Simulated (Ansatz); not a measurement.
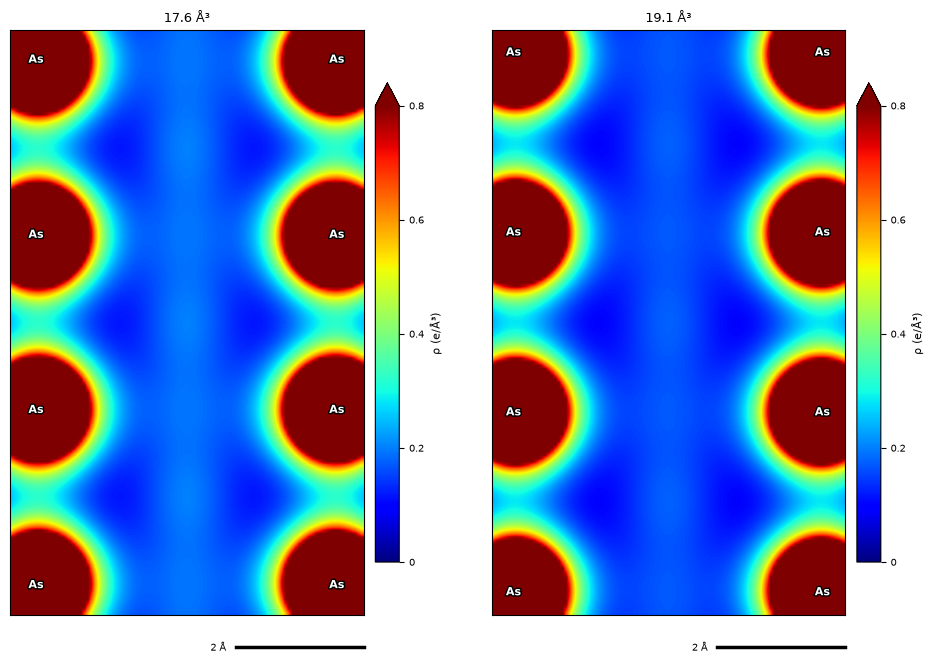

As. The valence charge density (pseudo) of cells scaled evenly to different volumes (given per atom above each panel), on the (100) plane of each (indices in the axes of the cell below), at one length scale and on one colour scale.

A generated structure, not necessarily the stable one; computed without spin polarisation.

All numbers below come from DFT, PBEsol, plane waves (420 eV) with PAW, scalar-relativistic in Ansatz 0.2.0.

The density is the valence pseudo-density of a PAW calculation; it isn't the true density close to the nuclei.

The largest cell:

```cif
data_structure
_symmetry_space_group_name_H-M 'P 1'
_symmetry_Int_Tables_number 1
_cell_length_a 4.8402
_cell_length_b 4.8402
_cell_length_c 2.8186
_cell_angle_alpha 90.000
_cell_angle_beta 90.000
_cell_angle_gamma 120.000
_cell_volume 57.19
loop_
_atom_site_label
_atom_site_type_symbol
_atom_site_fract_x
_atom_site_fract_y
_atom_site_fract_z
_atom_site_occupancy
As1 As 0.00000 0.00000 0.00000 1
As2 As 0.33333 0.66667 0.50000 1
As3 As 0.66667 0.33333 0.50000 1
```

| volume (Å³/atom) | As–As contact in the plane (Å) | ρ at its midpoint (e/Å³) | pressure (GPa) | 
| --- | --- | --- | --- |
| 17.60 | 2.744 | 0.321 | 4.4 | 
| 18.33 | 2.782 | ? | ? | 
| 19.06 | 2.819 | 0.283 | −3.0 | 

### What values belong in the row with question marks?

Over the known rows ln ρ falls by 1.68 per Å of As–As distance (the line through the two), which gives 0.301 e/Å³ at 2.782 Å; the calculation gives 0.302 e/Å³. For the pressure, a straight line in volume between the neighbouring rows gives 0.7 GPa; the calculation gives 0.3, lower because pressure rises ever faster on compression.
